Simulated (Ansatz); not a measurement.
System: Si₂W, space group I4/mmm (No. 139).

Starting cell:
```
W Si
1.0
    -1.60690    1.60690    3.91495
     1.60690   -1.60690    3.91495
     1.60690    1.60690   -3.91495
W Si
1 2
Cartesian
  0.0000 0.0000 0.0000
  0.0000 0.0000 5.2092
  0.0000 0.0000 2.6207
```

Calculation (Ansatz 0.2.0): all-electron LAPW DFT, no spin polarisation; energies at scaled volumes of the given cell, shape and fractions fixed, counted from the fit's minimum, third-order Birch-Murnaghan fit. Level: LDA.

- k mesh: 12×12×12
- occupations: Fermi–Dirac
- smearing width: 0.05 eV
- potentials: all electron LAPW, scalar relativistic
- program settings: basis error eV/atom 0.002

Describe the result: the energy and pressure against volume. The volume takes the values 12.67, 12.94, 13.21, 13.48, 13.75, 14.02, 14.29 Å³/atom.

A third-order Birch–Murnaghan fit gives V0 = 13.14 Å³/atom, B0 = 241 GPa and B′ = 4.4. The energy is 13.55 meV/atom at volume 12.67 Å³/atom and 64.83 meV/atom at 14.29 Å³/atom; the lowest computed point is at volume 13.21 Å³/atom (0.27 meV/atom), in a single well. The pressure falls from 9.54 GPa at volume 12.67 Å³/atom to −16.78 GPa at 14.29 Å³/atom, and changes sign near 13.14 Å³/atom.

```tsv
volume (Å³/atom)	energy (meV/atom)	pressure (GPa)
12.67	13.55	9.54
12.94	2.38	3.86
13.21	0.27	-1.23
13.48	6.26	-5.79
13.75	19.52	-9.87
14.02	39.26	-13.52
14.29	64.83	-16.78
```

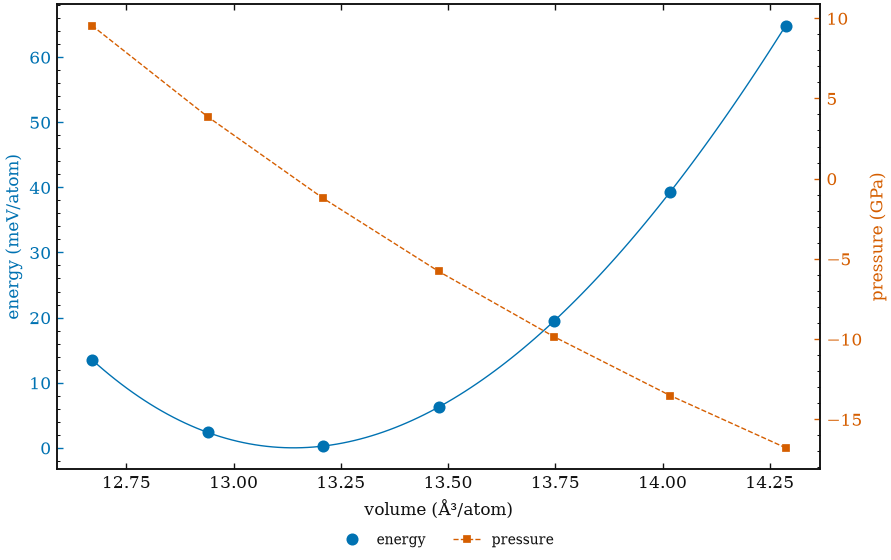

Keep in mind: shape and atomic fractions are frozen while scaling, which makes layered, chain and framework solids too stiff.
